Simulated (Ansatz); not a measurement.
TiN: geometry relaxation (part 2 of 2)

TiN (Fm-3m, 2 atoms in the cell); DFT PBEsol, scalar-relativistic, plane waves, PAW, PAW set soft_1, no spin polarisation (Ansatz 0.2.0); cutoff 520 eV, 18×18×18 k-mesh, Gaussian smearing of 0.1 eV. The structure derives from an entry of the Crystallography Open Database.

Geometry of the input (Å; fractional positions):
```
0.0000  2.1220  2.1220
2.1220  0.0000  2.1220
2.1220  2.1220  0.0000
Ti 0.0000  0.0000  0.0000
N  0.5000  0.5000  0.5000
```

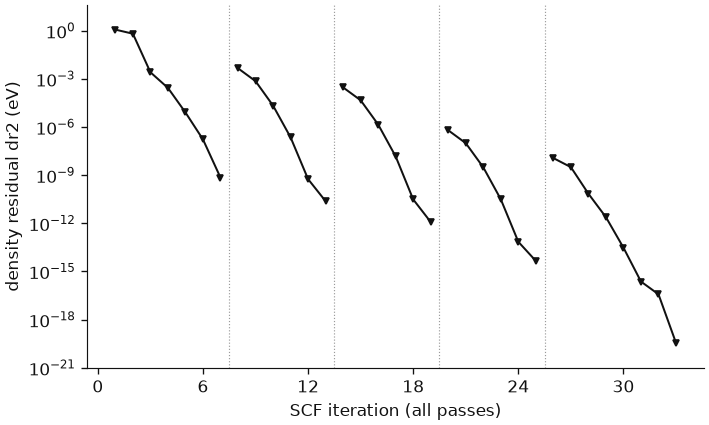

*Convergence of the self-consistent field: density residual dr2 against the SCF iteration. The dotted lines part the SCF passes of the relaxation: geometry steps, rejected trials and re-solves on a re-selected basis.*

The 5 passes take 6 to 8 iterations each, 33 in all.

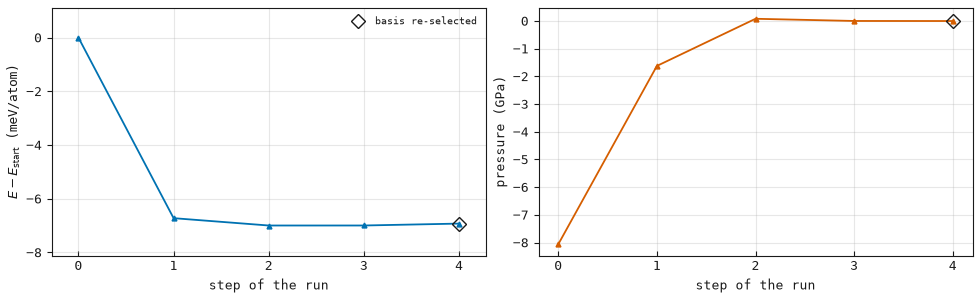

*Progress of the relaxation, step by step (the first geometry is step 0 here and step 1 in the log).*

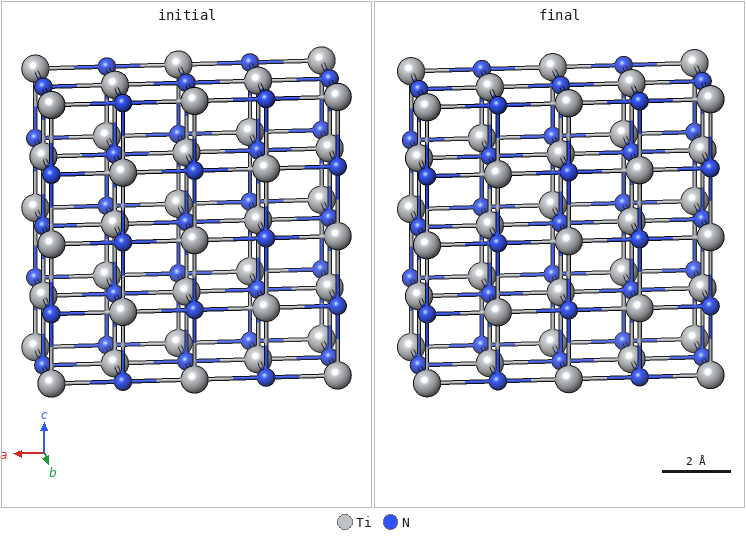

*Before (left) and after (right) the relaxation, at one scale (ball-and-stick view of the cell 4 times as large as that of the calculation, set on its symmetry axes, repeated 2 × 1 × 2, seen at an oblique angle).*

The energy falls by 7.0 meV per atom in 3 geometry steps. All forces vanish by symmetry, so only the cell relaxes. Pressure: −8.06 GPa at the start and 0.00 GPa at the end. No atom moves by more than 0.005 Å relative to the cell. The drawn cell changes as follows: a = b = c 4.244 → 4.204 Å (−0.9 %); the volume changes by −2.8 %. Among the contacts that change: Ti1–N2 2.122 → 2.102 Å. The space group stays Fm-3m (No. 225). A last SCF at the same geometry on a re-selected plane-wave basis shifts the energy by +0.1 meV per atom. (Atoms are counted from 1 in the order of the input.)

```
basis re-selected at this cell: Δ(F+E_penalty+E_count) = +1.426e-4 eV, ΔP = -0.002 GPa vs the last step (what re-selecting the basis moved, of the pressure what is left beyond the Pulay correction that the steps carried, after the strain that the cell walked since its last selection, with what the two solves' SCF thresholds leave and, on support functions, any second-order correction that the steps lacked; it is no measure of the basis error at this ecutwfc). This SCF's stress stands 2.81e-3 GPa from its target on what of the cell is left free (relax.cell.stress_tol is 5.00e-2 GPa) and its largest allowed force component is 6.41e-30 eV/Å (relax.f_tol is 5.00e-3 eV/Å): within both
SCF converged after 8 iterations
Free energy (F): -2856.232997 eV
Harris-Foulkes:  -2856.232997 eV  (|F-HF|=0.00e0)
Internal energy: -2856.228986 eV  (E = F + TS)
E sigma→0 (E₀):  -2856.230991 eV
Entropy (-TS):   -0.004011 eV (-2.005 meV/atom)
Fermi energy:    17.442565 eV
--- Per-component energies (eV) ---
  E_band       = -85.787072
  E_kinetic    = 411.541568
  E_local      = -816.209855  (includes V_loc(G=0)·N_el)
  E_nonlocal   = 96.322332
  E_hartree    = 318.973687
  E_xc         = -176.228864
  E_vxc        = -222.808088  (∫ρ·V_xc dr)
  E_paw        = -1139.799755  (= ΣΔE_a)
  E_vpaw       = -192.580332  (= ΣTr[D̂ρ^β])
  E_aug_tail   = -0.000072  (compensation charges beyond the density's cutoff)
  E_ewald      = -1550.995511
  E_core_change = 0.167483  (= ΣΔE_core)
  E_smearing   = -0.004011  (= −TS)
  E_closure    = -0.000000  (closes the sum)
  Σ components = -2856.232997   (vs F -2856.232997, Δ=0.00e0)
--- Forces (eV/Å), atoms counted from 1 ---
  atom   1  Ti    -0.00000000     0.00000000     0.00000000
  atom   2  N      0.00000000    -0.00000000    -0.00000000
  max |Σ_I F_I| component: 1.03e-29 eV/Å
--- Stress (GPa, compression-positive) ---
       -0.002807      -0.000000      -0.000000
       -0.000000      -0.002807      -0.000000
       -0.000000      -0.000000      -0.002807
  P = ⅓ Tr σ = -0.0028 GPa (-0.028 kbar)
--- Band table (eV; the first three rows and the last of 195) ---
  k-point 0: bands = ["-40.0890", "-16.1618", "-16.1618", "-16.1618", "0.2269", "15.3884", "15.3884", "15.3884", "16.7893", "16.7893", "16.7893", "18.0487", "18.0487"]
  k-point 1: bands = ["-40.0857", "-16.1852", "-16.1637", "-16.1637", "0.2911", "15.0056", "15.0998", "15.0998", "16.8908", "16.8908", "16.9970", "18.3420", "18.3420"]
  k-point 2: bands = ["-40.0760", "-16.2519", "-16.1691", "-16.1691", "0.4787", "14.1962", "14.5058", "14.5058", "17.1036", "17.1036", "17.3389", "19.0343", "19.0343"]
  k-point 194: bands = ["-39.9392", "-16.6139", "-16.5491", "-16.4174", "2.1538", "11.7544", "11.9806", "11.9988", "17.9865", "18.7941", "19.9813", "20.7532", "21.4964"]
--- Relaxed structure (4 steps of the walk, 4 accepted, 1 SCFs on fresh bases) ---
  F+E_penalty+E_count = -2856.23299673 eV   max|allowed force component| = 6.409e-30 eV/Å   (the final SCF, on the basis selected at the relaxed cell)
  cell:  # Å, volume = 18.5736 Å³
    - [1.2356277179771809e-33, 2.101949621618406, 2.101949621618406]
    - [2.101949621618406, -6.369215041119491e-34, 2.101949621618406]
    - [2.101949621618406, 2.101949621618406, -2.7132856075169017e-33]
  atoms:
    - { symbol: Ti, position: [-4.2543810623220156e-36, 1.89083602767833e-36, 3.7816720553872376e-36] }
    - { symbol: N, position: [0.5, 0.5, 0.5] }
```

**Trajectory as extended XYZ (Å, eV, eV/Å), 5 frames, from step=1 to step=5**
```
2
Lattice="0.0000 2.1220 2.1220 2.1220 0.0000 2.1220 2.1220 2.1220 0.0000" Properties=species:S:1:pos:R:3:forces:R:3 step=1 energy=-2856.21915 pressure_GPa=-8.06
Ti    0.0000    0.0000    0.0000    0.0000   0.0000   0.0000
N     2.1220    2.1220    2.1220    0.0000   0.0000   0.0000
2
Lattice="0.0000 2.1058 2.1058 2.1058 0.0000 2.1058 2.1058 2.1058 0.0000" Properties=species:S:1:pos:R:3:forces:R:3 step=2 energy=-2856.23259 pressure_GPa=-1.62
Ti    0.0000    0.0000    0.0000    0.0000   0.0000   0.0000
N     2.1058    2.1058    2.1058    0.0000   0.0000   0.0000
2
Lattice="0.0000 2.1018 2.1018 2.1018 0.0000 2.1018 2.1018 2.1018 0.0000" Properties=species:S:1:pos:R:3:forces:R:3 step=3 energy=-2856.23314 pressure_GPa=0.08
Ti    0.0000    0.0000    0.0000    0.0000   0.0000   0.0000
N     2.1018    2.1018    2.1018    0.0000   0.0000   0.0000
2
Lattice="0.0000 2.1019 2.1019 2.1019 0.0000 2.1019 2.1019 2.1019 0.0000" Properties=species:S:1:pos:R:3:forces:R:3 step=4 energy=-2856.23314 pressure_GPa=-0.00
Ti    0.0000    0.0000    0.0000    0.0000   0.0000   0.0000
N     2.1019    2.1019    2.1019    0.0000   0.0000   0.0000
2
Lattice="0.0000 2.1019 2.1019 2.1019 0.0000 2.1019 2.1019 2.1019 0.0000" Properties=species:S:1:pos:R:3:forces:R:3 step=5 energy=-2856.23300 pressure_GPa=-0.00
Ti    0.0000    0.0000    0.0000    0.0000   0.0000   0.0000
N     2.1019    2.1019    2.1019    0.0000   0.0000   0.0000
```

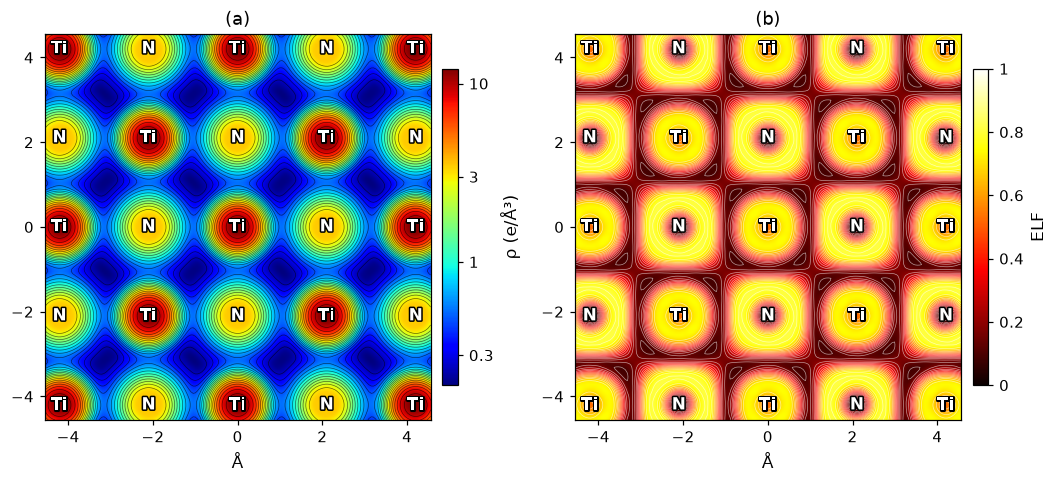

*(a) valence electron density; (b) ELF on the (001) plane of the conventional cell.*

Atoms in the plane: Ti and N. Ti–N (2.10 Å): ρ at the midpoint is about 0.53 e/Å³; the ELF is about 0.20 at the midpoint; no shared pair; the contact is polar. Away from the nuclei the density in this plane falls to 0.2 e/Å³ at its lowest. The strong features right at Ti lie inside the PAW spheres (semicore, d or f shells) and say nothing about bonding. Core electrons are frozen (PAW), so the fields are smoothed inside the atomic spheres.

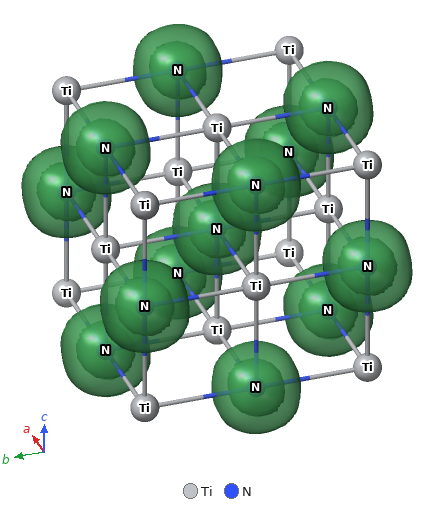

*Isosurface of the electron localisation function at 0.75 (green), seen at an oblique angle. Only the valence region is drawn (cores and ρ < 0.01 e/Å³ removed). Sticks mark near contacts. The outline is the cell set on symmetry axes.*

Profiles from the grid: Ti–N (2.10 Å): the ELF is about 0.20 at the midpoint; no shared pair; the contact is polar.

**Key numbers**

| quantity | value |
| --- | --- |
| outcome | converged |
| space group (tolerance 0.01 Å) | Fm-3m (225) |
| electrons treated | 17 |
| free energy | −2856.2330 eV |
| Fermi energy | 17.443 eV |
| gap on the k-point mesh | none (metallic) |
| pressure | 0.00 GPa |
| final volume | 18.57 Å³ |
| largest force (length of the vector) at the end | under 0.001 eV/Å |
| final cell | a = 2.973 Å, b = 2.973 Å, c = 2.973 Å, α = 60.00°, β = 60.00°, γ = 60.00° |
| wall time | 19 s (CPU time 36 s) |
| peak memory | 0.36 GiB |

**Notes**

The program warns: the PAW datasets were made with another functional. The cell holds an odd number of electrons but the run has no spin polarisation, so a band is left half filled.
